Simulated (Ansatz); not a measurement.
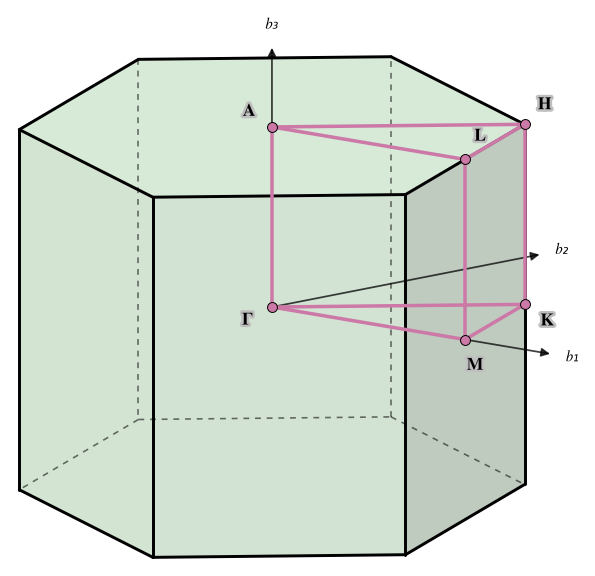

Crystal: V, the end point of a relaxation with DFT PBE, scalar-relativistic, plane waves, PAW (Ansatz 0.2.0); the starting structure was generated, so it need not be a known form of this composition. The figure shows the first Brillouin zone with its special points and a band path. The drawing is computed from the coordinates (standard cell, symmetry found to 0.002 Å).

Labels and path follow the convention of Hinuma et al. (2017), as computed by seekpath; the arrows show the directions of the reciprocal primitive vectors b₁, b₂, b₃.

Name the Bravais lattice of the crystal.

A primitive hexagonal lattice (hP; extended symbol hP2). The zone is a hexagonal prism in its combinatorial type: 8 faces (6 with 4 edges, 2 with 6 edges), 18 edges, 12 vertices.

Write the standard path through the labelled points.

Γ–M–K–Γ–A–L–H–A | L–M | H–K
